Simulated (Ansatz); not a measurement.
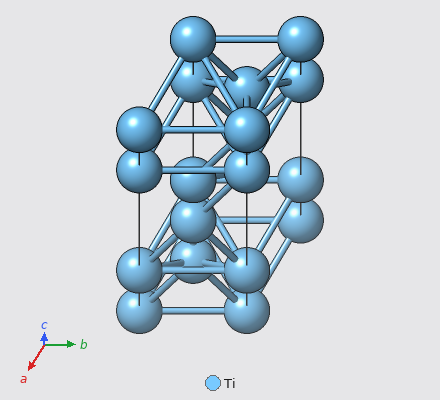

Ti (R-3m, No. 166): the end point of a relaxation with DFT r2SCAN, scalar-relativistic, plane waves, PAW in Ansatz; the starting structure was generated, so it need not be a known form of this composition.

```yaml
crystal:
  lattice:
    - [2.92757, 0.00000, 0.00000]
    - [-1.46379, 2.53535, 0.00000]
    - [0.00000, 0.00000, 21.05780]
  atoms:
    - { symbol: Ti, position: [0.00000, 0.00000, 0.00000] }
    - { symbol: Ti, position: [0.33333, 0.66667, 0.88956] }
    - { symbol: Ti, position: [0.00000, 0.00000, 0.77710] }
    - { symbol: Ti, position: [0.66667, 0.33333, 0.33333] }
    - { symbol: Ti, position: [0.00000, 0.00000, 0.22290] }
    - { symbol: Ti, position: [0.66667, 0.33333, 0.11044] }
    - { symbol: Ti, position: [0.33333, 0.66667, 0.66667] }
    - { symbol: Ti, position: [0.66667, 0.33333, 0.55623] }
    - { symbol: Ti, position: [0.33333, 0.66667, 0.44377] }
```

> What will a Z-contrast image along [211] show? The image is simulated as a sum over atoms of Z^1.7, blurred by a 0.74 Å probe (no channelling). The probe carries 25 % of its weight in a tail 2.5 times as wide. The display is stretched by a gamma of 0.8; percentages refer to the linear signal. Shot noise was added.

The columns repeat on a centred rectangular net of 2.93 × 4.93 Å (plane group c2mm). All columns are alike (Ti). The shortest distance between visible columns is 1.10 Å in projection. Along the beam the structure repeats every 7.22 Å.

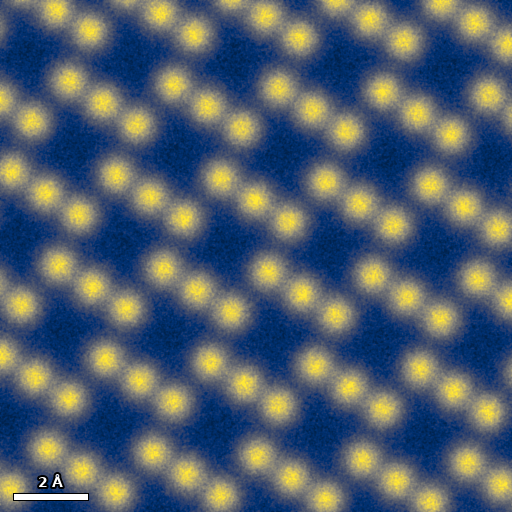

The simulated image.
